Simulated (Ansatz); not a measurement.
**Geometry relaxation of WSi$_{2}$ (part 1 of 2)**

System: WSi$_{2}$ (I4/mmm, 3 atoms in the cell).
Method: DFT r2SCAN, scalar-relativistic, plane waves, PAW, no spin polarisation (Ansatz 0.2.0).

The structure derives from an entry of the Crystallography Open Database.

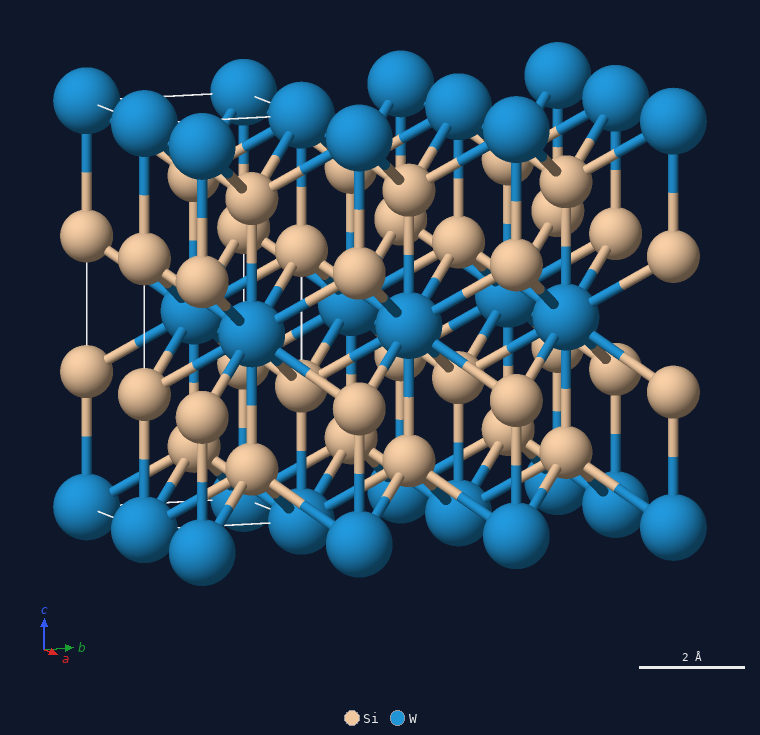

The structure as given in the input (ball-and-stick view of the cell 2 times as large as that of the calculation, set on its symmetry axes, repeated 2 × 3 × 1, seen slightly off an axis). An atom can appear more than once, as a periodic image.

Input file
```yaml
crystal:
  lattice:
    - [-1.606, 1.606, 3.94]
    - [1.606, -1.606, 3.94]
    - [1.606, 1.606, -3.94]
  atoms:
    - { symbol: Si, position: [0.333, 0.333, 0.0] }
    - { symbol: Si, position: [0.667, 0.667, 0.0] }
    - { symbol: W, position: [0.0, 0.0, 0.0] }
basis:
  ecutwfc: 500
kpoints:
  mp_grid: { grid: [18, 18, 18] }
hamiltonian:
  xc: r2scan
scf:
  occupations: { method: gaussian, width: 0.1 }
output:
  forces: true
  stress: true
  eigenvalues: true
  write_density: true
  write_potential: true
  elf: true
  volumetric_format: npy
relax:
  adjacent_minimum: "off"
  f_tol: 0.005
  max_steps: 80
  cell: { stress_tol: 0.05 }
```

Hardware: 4 threads of Arm Neoverse V1, 24 GiB of memory available, shared host.

Run as:
```bash
ansatz run input.yaml --threads 4 --pin off --max-ram 10240MiB --backend cpu --events-out ev --progress --plain --runs-dir out
```

What the program printed
```
Engine: ansatz 0.2.0, aarch64-unknown-linux-gnu
Pseudopotentials: kind: paw
Pseudopotential: Si, paw, valence charge 4, recommended cutoff 500 eV (meta_gga), Si.paw.azcp
Pseudopotential: W, paw, valence charge 14, recommended cutoff 500 eV (meta_gga), W.paw.azcp
Functional definition: r2SCAN
  parameter k0 = 0.174
  parameter k1 = 0.065
  parameter a1 = 4.9479
  exchange = r2scan_x(k0 = k0, k1 = k1, a1 = a1)
  correlation = r2scan_c
Crystal: 3 atoms, lattice volume = 40.649 Å³
Basis set: ecut = 500 eV, 1039 PW (Γ), exchange–correlation on 144×144×144 points (64 copies of the dense FFT grid, shifted against one another)
Bands: 15, of which v1, the nominal top of the filled ones, is band 11 counted from 1 (10 counted from 0)
Symmetry: 16 space group operations
Space group: I4/mmm (ITA 139), of the structure as read, at distance tolerance 3.4e-5 Å
k-points: 480 of 5832
Non-local potential: Si, projectors of the file, l = 0: 2, l = 1: 2, l = 2: 2
Non-local potential: W, projectors of the file, l = 0: 3, l = 1: 2, l = 2: 2, l = 3: 1
PAW form: soft (Blöchl's): semilocal exchange-correlation on the pseudo side does not see the compensation charge
PAW frozen core: Si, regenerated for the run's functional (the file was generated under x = pbe(κ = 0.804, μ = 0.2195149727645171), c = pbe(β = 0.06672455060314922))
PAW frozen core: W, regenerated for the run's functional (the file was generated under x = pbe(κ = 0.804, μ = 0.2195149727645171), c = pbe(β = 0.06672455060314922))
PAW one-centre angular grid: Si, 302 points (default); XC on 160 Gauss nodes
PAW one-centre angular grid: W, 590 points (default); XC on 160 Gauss nodes
Initial density: superposition of atomic densities (neutral atoms: chi_scale 0, normalization atom), corrected by the library's trained network
Initial wavefunctions: pseudopotential atomic-orbital guess
Functional: x = r2scan, c = r2scan; τ floored in thin density (d = 2e-4 eV/Å³)
SCF iter   1: F=—  HF=-11676.306066 eV  |F-HF|=—  |Δ(HF+E_count)|=         —  Δρ=9.50e-3  dr2=5.63e-2  dr2_τ=8.20e-2  ethr=1.77e-3  ⟨swp⟩=5.1  Hψ=41948  notcnv=0
preconditioner: auto → Kerker (q_TF=auto, 2.463 Å⁻¹)  [metal: Δε(μ)=0.043 eV  Ē_g=8.565 eV  σ=0.100 eV  W_gap=0.24  n_scr=10 (ndim 8)  ℏωp=21.8 eV  f_vac=0.000  D(μ)=0.16/eV (n_scr^D=0)]
SCF iter   2: F=—  HF=-11676.356821 eV  |F-HF|=—  |Δ(HF+E_count)|=   5.08e-2  Δρ=4.46e-3  dr2=6.92e-3  dr2_τ=8.87e-4  ethr=2.56e-4  ⟨swp⟩=2.0  Hψ=16173  notcnv=0  defer=7
SCF iter   3: F=—  HF=-11676.357417 eV  |F-HF|=—  |Δ(HF+E_count)|=   5.96e-4  Δρ=1.93e-3  dr2=1.21e-3  dr2_τ=6.07e-5  ethr=3.15e-5  ⟨swp⟩=2.3  Hψ=10539  notcnv=0  defer=7
SCF iter   4: F=—  HF=-11676.357343 eV  |F-HF|=—  |Δ(HF+E_count)|=   7.44e-5  Δρ=2.31e-4  dr2=2.59e-5  dr2_τ=1.27e-6  ethr=5.49e-6  ⟨swp⟩=2.4  Hψ=11032  notcnv=0  defer=7
SCF iter   5: F=—  HF=-11676.357342 eV  |F-HF|=—  |Δ(HF+E_count)|=   1.34e-6  Δρ=2.54e-5  dr2=1.42e-7  dr2_τ=8.35e-8  ethr=1.18e-7  ⟨swp⟩=2.0  Hψ=10513  notcnv=0  defer=7
SCF iter   6: F=-11676.357342 eV  HF=-11676.357342 eV  |F-HF|=7.33e-9  |Δ(HF+E_count)|=   1.32e-7  Δρ=6.28e-6  dr2=1.37e-8  dr2_τ=3.15e-10  ethr=4.55e-10  ⟨swp⟩=10.3  Hψ=51499  notcnv=0
SCF 1 converged in 6 iterations: F = -11676.357342 eV  dr2 = 1.37e-8
  greatest PAW one-centre occupation: 0.999 electrons in one spin orbital (limit 2), on the W atom at site 2 (counted from 0), in its partial waves of l = 0
relax step   1: F+E_penalty+E_count = -11676.35734186 eV  Δ(F+E_penalty+E_count) = +0.000e0 eV  max|allowed force component| = 3.265e-1 eV/Å  Δτ_max = 0.0000 Å  P = -2.855 GPa  Ω = 40.649 Å³  (6 SCF iters, dr2 threshold 1.00e-7 eV, accepted)
Crystal: 3 atoms, lattice volume = 40.037 Å³
Basis set: ecut = 500 eV, 1023 PW (Γ), exchange–correlation on 144×144×144 points (64 copies of the dense FFT grid, shifted against one another)
Initial density: handed on by an earlier stage of this run
Initial wavefunctions: those handed on with the density
iter 1 solved again at ethr=1.12e-5 eV; its pass at ethr=3.10e-3 eV (dr2=2.47e-3 eV) is discarded
SCF iter   1: F=—  HF=-11676.362064 eV  |F-HF|=—  |Δ(HF+E_count)|=         —  Δρ=2.53e-3  dr2=2.69e-3  dr2_τ=9.15e-3  ethr=1.12e-5  ⟨swp⟩=1.1  Hψ=44766  notcnv=0
preconditioner: auto → none  [insulator: Δε(μ)=0.117 eV  Ē_g=8.715 eV  σ=0.100 eV  W_gap=0.54  n_scr=10 (ndim 8)  ℏωp=22.0 eV  f_vac=0.000  D(μ)=0.17/eV (n_scr^D=0)  ε∞_Penn≈7.3]
SCF iter   2: F=—  HF=-11676.367586 eV  |F-HF|=—  |Δ(HF+E_count)|=   5.52e-3  Δρ=1.45e-3  dr2=1.50e-3  dr2_τ=1.70e-4  ethr=1.12e-5  ⟨swp⟩=2.0  Hψ=11343  notcnv=0
SCF iter   3: F=—  HF=-11676.367288 eV  |F-HF|=—  |Δ(HF+E_count)|=   2.98e-4  Δρ=6.41e-4  dr2=1.46e-4  dr2_τ=2.52e-5  ethr=6.83e-6  ⟨swp⟩=2.3  Hψ=10318  notcnv=0
SCF iter   4: F=—  HF=-11676.367282 eV  |F-HF|=—  |Δ(HF+E_count)|=   5.48e-6  Δρ=2.36e-4  dr2=1.91e-5  dr2_τ=1.05e-6  ethr=6.64e-7  ⟨swp⟩=2.2  Hψ=10517  notcnv=0
SCF iter   5: F=—  HF=-11676.367284 eV  |F-HF|=—  |Δ(HF+E_count)|=   1.30e-6  Δρ=4.82e-5  dr2=7.87e-7  dr2_τ=2.26e-8  ethr=8.69e-8  ⟨swp⟩=2.8  Hψ=11362  notcnv=0
SCF iter   6: F=-11676.367284 eV  HF=-11676.367284 eV  |F-HF|=3.04e-8  |Δ(HF+E_count)|=   3.79e-7  Δρ=9.39e-6  dr2=1.74e-8  dr2_τ=2.49e-9  ethr=1.36e-9  ⟨swp⟩=10.7  Hψ=54043  notcnv=0
SCF 2 converged in 6 iterations: F = -11676.367284 eV  dr2 = 1.74e-8
relax step   2: F+E_penalty+E_count = -11676.36728397 eV  Δ(F+E_penalty+E_count) = -9.942e-3 eV  max|allowed force component| = 2.993e-2 eV/Å  Δτ_max = 0.0149 Å  P = +1.408 GPa  Ω = 40.037 Å³  energy of the carried Pulay correction = +1.458e-4 eV  (6 SCF iters, dr2 threshold 3.00e-7 eV, accepted)
Crystal: 3 atoms, lattice volume = 40.228 Å³
iter 1 solved again at ethr=1.23e-6 eV; its pass at ethr=3.10e-3 eV (dr2=2.70e-4 eV) is discarded
SCF iter   1: F=—  HF=-11676.368901 eV  |F-HF|=—  |Δ(HF+E_count)|=         —  Δρ=8.81e-4  dr2=3.11e-4  dr2_τ=1.07e-3  ethr=1.23e-6  ⟨swp⟩=2.2  Hψ=44081  notcnv=0
preconditioner: auto → none  [insulator: Δε(μ)=0.111 eV  Ē_g=8.678 eV  σ=0.100 eV  W_gap=0.51  n_scr=10 (ndim 8)  ℏωp=21.9 eV  f_vac=0.000  D(μ)=0.17/eV (n_scr^D=0)  ε∞_Penn≈7.4]
SCF iter   2: F=—  HF=-11676.369507 eV  |F-HF|=—  |Δ(HF+E_count)|=   6.06e-4  Δρ=3.47e-4  dr2=7.51e-5  dr2_τ=8.71e-6  ethr=1.23e-6  ⟨swp⟩=2.0  Hψ=11378  notcnv=0
SCF iter   3: F=—  HF=-11676.369502 eV  |F-HF|=—  |Δ(HF+E_count)|=   4.58e-6  Δρ=2.25e-4  dr2=3.93e-5  dr2_τ=6.18e-6  ethr=3.42e-7  ⟨swp⟩=2.1  Hψ=10750  notcnv=0
SCF iter   4: F=—  HF=-11676.369494 eV  |F-HF|=—  |Δ(HF+E_count)|=   8.15e-6  Δρ=5.69e-5  dr2=8.52e-7  dr2_τ=7.76e-8  ethr=1.78e-7  ⟨swp⟩=2.2  Hψ=9355  notcnv=0
SCF iter   5: F=-11676.369494 eV  HF=-11676.369494 eV  |F-HF|=4.48e-8  |Δ(HF+E_count)|=   4.47e-7  Δρ=1.41e-5  dr2=4.41e-8  dr2_τ=1.85e-9  ethr=1.36e-9  ⟨swp⟩=10.7  Hψ=55794  notcnv=0
SCF 3 converged in 5 iterations: F = -11676.369494 eV  dr2 = 4.41e-8
relax step   3: F+E_penalty+E_count = -11676.36949444 eV  Δ(F+E_penalty+E_count) = -2.210e-3 eV  max|allowed force component| = 2.242e-2 eV/Å  Δτ_max = 0.0016 Å  P = +0.059 GPa  Ω = 40.228 Å³  energy of the carried Pulay correction = +9.999e-5 eV  (5 SCF iters, dr2 threshold 3.00e-7 eV, accepted)
Crystal: 3 atoms, lattice volume = 40.241 Å³
iter 1 solved again at ethr=6.54e-9 eV; its pass at ethr=3.10e-3 eV (dr2=1.44e-6 eV) is discarded
SCF iter   1: F=—  HF=-11676.369514 eV  |F-HF|=—  |Δ(HF+E_count)|=         —  Δρ=5.54e-5  dr2=1.42e-6  dr2_τ=2.21e-6  ethr=6.54e-9  ⟨swp⟩=2.1  Hψ=43198  notcnv=0
preconditioner: auto → none  [insulator: Δε(μ)=0.112 eV  Ē_g=8.677 eV  σ=0.100 eV  W_gap=0.51  n_scr=10 (ndim 8)  ℏωp=21.9 eV  f_vac=0.000  D(μ)=0.17/eV (n_scr^D=0)  ε∞_Penn≈7.4]
SCF iter   2: F=—  HF=-11676.369517 eV  |F-HF|=—  |Δ(HF+E_count)|=   2.59e-6  Δρ=2.70e-5  dr2=1.70e-7  dr2_τ=2.18e-8  ethr=6.44e-9  ⟨swp⟩=2.0  Hψ=11287  notcnv=0
SCF iter   3: F=—  HF=-11676.369517 eV  |F-HF|=—  |Δ(HF+E_count)|=   5.54e-8  Δρ=1.56e-5  dr2=8.51e-8  dr2_τ=7.21e-9  ethr=1.43e-10  ⟨swp⟩=9.3  Hψ=44539  notcnv=0
SCF iter   4: F=-11676.369517 eV  HF=-11676.369517 eV  |F-HF|=5.20e-9  |Δ(HF+E_count)|=   1.86e-8  Δρ=6.36e-6  dr2=1.78e-8  dr2_τ=2.72e-9  ethr=1.43e-10  ⟨swp⟩=6.9  Hψ=44827  notcnv=0
SCF 4 converged in 4 iterations: F = -11676.369517 eV  dr2 = 1.78e-8
relax step   4: F+E_penalty+E_count = -11676.36951672 eV  Δ(F+E_penalty+E_count) = -2.227e-5 eV  max|allowed force component| = 6.327e-3 eV/Å  Δτ_max = 0.0008 Å  P = +0.007 GPa  Ω = 40.241 Å³  energy of the carried Pulay correction = +9.695e-5 eV  (4 SCF iters, dr2 threshold 3.14e-8 eV, accepted)
Crystal: 3 atoms, lattice volume = 40.242 Å³
iter 1 solved again at ethr=1.75e-9 eV; its pass at ethr=3.10e-3 eV (dr2=3.86e-7 eV) is discarded
SCF iter   1: F=—  HF=-11676.369518 eV  |F-HF|=—  |Δ(HF+E_count)|=         —  Δρ=2.67e-5  dr2=4.00e-7  dr2_τ=1.29e-7  ethr=1.75e-9  ⟨swp⟩=2.6  Hψ=43135  notcnv=0
SCF iter   2: F=—  HF=-11676.369518 eV  |F-HF|=—  |Δ(HF+E_count)|=   8.81e-8  Δρ=1.34e-5  dr2=6.84e-8  dr2_τ=6.80e-9  ethr=1.75e-9  ⟨swp⟩=2.0  Hψ=10457  notcnv=0
SCF iter   3: F=—  HF=-11676.369518 eV  |F-HF|=—  |Δ(HF+E_count)|=   2.02e-9  Δρ=8.56e-6  dr2=2.77e-8  dr2_τ=3.49e-9  ethr=3.11e-10  ⟨swp⟩=2.1  Hψ=10587  notcnv=0
SCF iter   4: F=-11676.369518 eV  HF=-11676.369518 eV  |F-HF|=2.15e-9  |Δ(HF+E_count)|=  6.86e-10  Δρ=3.83e-6  dr2=2.32e-9  dr2_τ=2.08e-10  ethr=1.14e-11  ⟨swp⟩=6.3  Hψ=41344  notcnv=0
SCF 5 converged in 4 iterations: F = -11676.369518 eV  dr2 = 2.32e-9
relax step   5: F+E_penalty+E_count = -11676.36951837 eV  Δ(F+E_penalty+E_count) = -1.649e-6 eV  max|allowed force component| = 1.607e-4 eV/Å  Δτ_max = 0.0003 Å  P = +0.003 GPa  Ω = 40.242 Å³  energy of the carried Pulay correction = +9.656e-5 eV  (4 SCF iters, dr2 threshold 2.50e-9 eV, accepted)
Initial wavefunctions: pseudopotential atomic-orbital guess (no wavefunctions were taken with the density)
iter 1 solved again at ethr=2.53e-8 eV; its pass at ethr=3.10e-3 eV (dr2=5.56e-6 eV) is discarded
SCF iter   1: F=—  HF=-11676.369429 eV  |F-HF|=—  |Δ(HF+E_count)|=         —  Δρ=2.36e-5  dr2=2.53e-8  dr2_τ=2.86e-7  ethr=2.53e-8  ⟨swp⟩=3.3  Hψ=63506  notcnv=0
SCF iter   2: F=—  HF=-11676.369429 eV  |F-HF|=—  |Δ(HF+E_count)|=   1.42e-7  Δρ=1.17e-5  dr2=6.04e-9  dr2_τ=8.28e-9  ethr=1.15e-10  ⟨swp⟩=2.2  Hψ=12025  notcnv=0
SCF iter   3: F=—  HF=-11676.369429 eV  |F-HF|=—  |Δ(HF+E_count)|=   9.32e-9  Δρ=1.02e-6  dr2=6.94e-10  dr2_τ=6.20e-11  ethr=2.75e-11  ⟨swp⟩=2.0  Hψ=11199  notcnv=0
SCF iter   4: F=—  HF=-11676.369429 eV  |F-HF|=—  |Δ(HF+E_count)|=  1.09e-10  Δρ=4.04e-7  dr2=4.47e-11  dr2_τ=1.06e-11  ethr=3.15e-12  ⟨swp⟩=2.3  Hψ=10730  notcnv=0
SCF iter   5: F=-11676.369429 eV  HF=-11676.369429 eV  |F-HF|=1.82e-12  |Δ(HF+E_count)|=  2.55e-11  Δρ=1.65e-7  dr2=4.59e-12  dr2_τ=5.92e-13  ethr=1.00e-12  ⟨swp⟩=6.1  Hψ=31600  notcnv=0
SCF 6 converged in 5 iterations: F = -11676.369429 eV  dr2 = 4.59e-12
relax step   6: F+E_penalty+E_count = -11676.36942934 eV  Δ(F+E_penalty+E_count) = +8.903e-5 eV  max|allowed force component| = 1.470e-4 eV/Å  Δτ_max = 0.0000 Å  P = +0.003 GPa  Ω = 40.242 Å³  stress off target by 5.55e-3 GPa  SCF on the basis re-selected at this cell (its energy is not comparable with the rows above)  (5 SCF iters)
```
